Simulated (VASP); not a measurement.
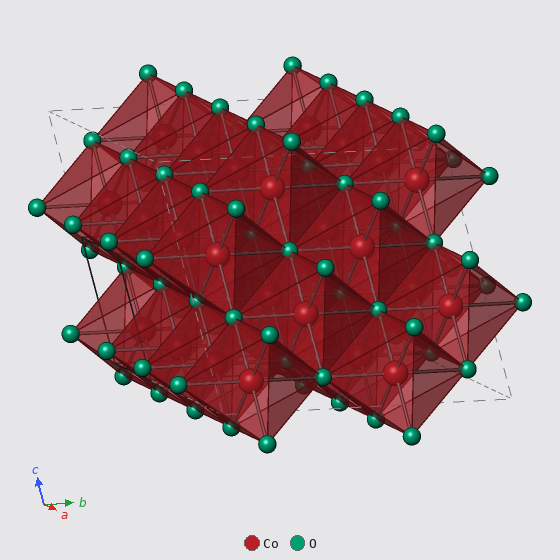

Polyhedra are drawn about Co (bonds: Co–O below 2.5 Å); other atoms are plain spheres.

The compound is CoO, taken as a cell listed in the Materials Project, as set up for an electronic-structure calculation.

**What figure surrounds each Co atom, and what does it share with the other drawn polyhedra?**

Co: CoO6 octahedron, sharing corners with six neighbours and edges with twelve neighbours.

**How do these polyhedra hang together as a whole?**

They form a three-dimensional framework of corner- and edge-sharing octahedra.
